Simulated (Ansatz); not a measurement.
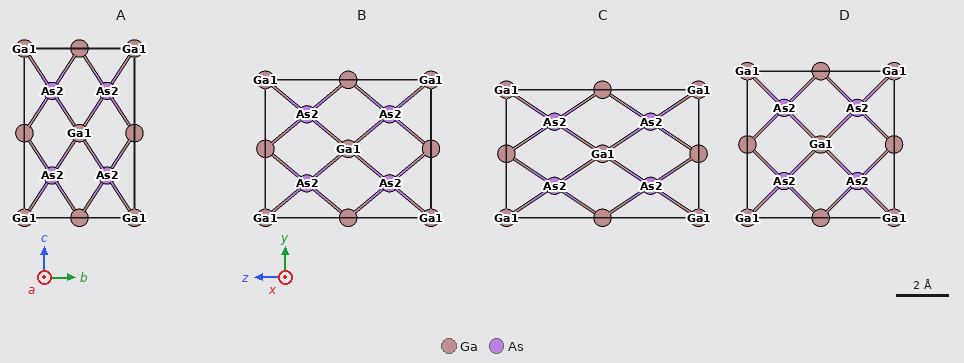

A crystal of GaAs (F-43m): the ratio of the cell's length along z to its lengths across, counted as 1 for the reference, is changed at fixed volume (a tetragonal or Bain path), with the atoms kept at their fractional coordinates. x, y and z are the Cartesian axes of the input. A ball-and-stick model of the conventional cell (4 times the calculation's cell), seen along the a axis. Lengths and directions refer to the drawn axes.

All numbers below come from DFT r2SCAN, scalar-relativistic, plane waves, PAW in Ansatz 0.2.0. Set-up: plane-wave cutoff 500 eV; k-point mesh 10 × 10 × 10; occupations gaussian; smearing width 0.05 eV; no spin polarisation. Energies (free energies at the smearing named) are counted from the cell as listed in its source, which wasn't relaxed.

Question: Rank the frames from lowest to highest energy.

Answer: Lowest first: D (the relative ratio 1.00, 0 meV/atom), B (the relative ratio 1.20, 129 meV/atom), A (the relative ratio 0.65, 321 meV/atom), C (the relative ratio 1.50, 618 meV/atom). Over the whole scan: the lowest computed point lies at the relative ratio 1.00 (0 meV/atom). The end points stand at 321 meV/atom (0.65) and 618 meV/atom (1.50). The distortion takes the space group from F-43m to I-4m2. At the relative ratio 1.50 the cell of the drawing goes a 5.654 → 4.939 Å, b 5.654 → 7.408 Å, c 5.654 → 4.939 Å. The band gap on the mesh, 1.02 eV in the reference, closes at 0.65, 0.707, 0.78, 1.30, 1.414, 1.50.
